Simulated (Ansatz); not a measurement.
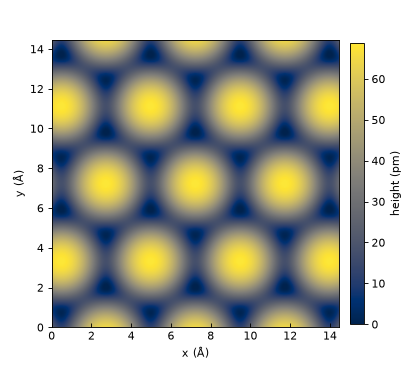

Simulated STM image (constant-current image at a set point of 4.0 × 10⁻⁶ e/Å³, sample bias +0.50 V).

The STM signal is simulated in the Tersoff–Hamann approximation. Bias windows are sharp sums over the levels of the k mesh.

Question: Give the periodicity of the image.

Answer: The pattern repeats on a hexagonal lattice with shortest vectors of 4.5 Å at 60° (or 120°), a cell of 17.7 Å².

The surface:

W(111) (Im-3m bulk, 9 atomic planes (those closer than 0.6 Å count as one), 7 Å) with one adsorbed Si per surface cell. The brightest spots lie over the adsorbed Si atom; the darkest points are over the W atoms 0.7 Å below the top plane.

Level of theory: DFT PBE, scalar-relativistic, plane waves, PAW in Ansatz 0.2.0. Cutoff 420 eV, 15 × 15 k-points, Gaussian smearing 0.1 eV, dipole correction. The slab is a cut without reconstruction beyond its cell, at the source's lattice constants, with its lower half held fixed and the rest relaxed. The adsorbates repeat every 4.5 Å and interact, so states at the Fermi level and the work function belong to this dense array. The adsorbate kept the symmetry of its starting site, so it may sit on a saddle point. No spin polarisation (the relaxation was started with spin and lost its moment; a magnetic state may still lie lower). Spin–orbit coupling is left out; with W it can shift levels and gaps. The run couldn't confirm all of its levels under its output density. The run warns that the functional's potential is rough in the thin density of the vacuum, where the tip is; weak contrasts and barriers may feel it.
